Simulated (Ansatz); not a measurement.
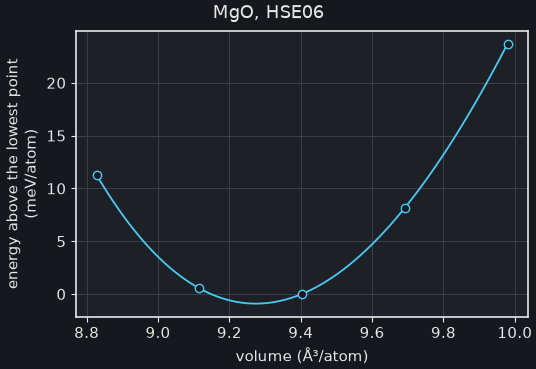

Plotted: energy above the lowest point against volume for MgO, space group Fm-3m (No. 225) (one of a set of cubic test structures, which need not be the stable phase).

How it was computed, with Ansatz 0.2.0 development build: equation of state of a cubic crystal from periodic Kohn-Sham density functional theory without spin, third-order Birch-Murnaghan fit to the free energies; pressure corrected for the finite basis. Level: HSE06.

```
                setting                   value
         structure type               rock salt
          atoms in cell                       2
     space group number                     225
       lattice centring  face-centred primitive
                 k mesh                   4×4×4
      occupation method             Fermi–Dirac
       occupation width                 0.05 eV
            wave cutoff                  700 eV
               datasets                hard PAW
      density tolerance                    0 eV
                  bands                      12
   density cutoff ratio                       4
search for lower states                 default
   exchange singularity             regularized
```

From this curve and the settings, what does the calculation give for the pressure at the same points?

The pressure falls from 9.1 GPa at volume 8.8280 Å³/atom to −10.5 GPa at 9.9795 Å³/atom, and changes sign near 9.28 Å³/atom.

```
volume (Å³/atom)  pressure (GPa)
          8.8280             9.1
          9.1159             3.0
          9.4038            -2.2
          9.6917            -6.7
          9.9795           -10.5
```

Note: modest k-mesh, values are not fully converged in k; pseudopotentials made with PBE, not this functional.
